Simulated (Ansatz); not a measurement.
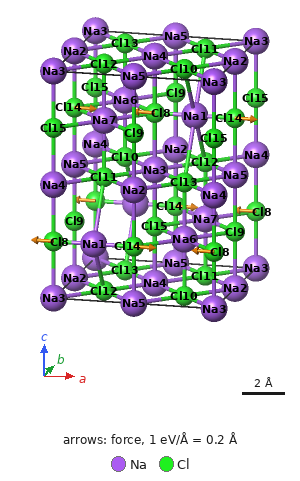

Starting geometry of a defect cell of composition Na7Cl8 (cell charge −1) (started half-way along a vacancy jump, in the symmetry of that start) with the computed forces as orange arrows. Style: ball-and-stick. Shown: the conventional cell (2 times the calculation's cell), slightly off an axis. Lengths and directions refer to the drawn axes.

Method: DFT PBE, scalar-relativistic, plane waves, PAW (Ansatz). (plane-wave cutoff 420 eV; k-point mesh 4 × 4 × 4; occupations gaussian; smearing width 0.05 eV; no spin polarisation; atoms relaxed in a fixed cell; force threshold 0.02 eV/Å; at most 60 steps)

Is this structure relaxed? If not, where do the atoms go?

Answer. It isn't relaxed: the largest force vector, on Cl atoms, is 5.76 eV/Å. The final displacements follow the starting forces only in part (cosine between the two patterns 0.76). After 5 geometry steps the energy has fallen by 2.195 eV per cell of the calculation. The largest force component goes from 4.1 to 0.0015 eV/Å. The largest moves, 0.42 Å, are those of Cl8 and Cl14. Cl8 goes along −a. By element the largest moves are Cl 0.42 Å, Na 0.20 Å. The lattice vectors keep their values. Near-neighbour distances that change, for instance: Na1–Cl14 2.014 → 2.433 Å, Na1–Cl10 3.488 → 3.323 Å, Na6–Cl15 2.848 → 2.689 Å, Na2–Cl14 2.848 → 2.992 Å. Bond angles that change, for instance: Cl8–Na7–Cl14 90.0° → 72.0°, Na6–Cl14–Na7 90.0° → 108.0°, Cl8–Na7–Cl15 180.0° → 169.0°. The run took 66 s on 4 threads of Intel(R) Xeon(R) Platinum 8375C CPU @ 2.90GHz (Ice Lake), on a shared host, peak memory 1.1 GiB.

Limits of the set-up: the periodic images lie only 8.1 Å apart, so the values are limited by the cell's size; the cell is charged, on a uniform background, and energies carry no finite-size correction.
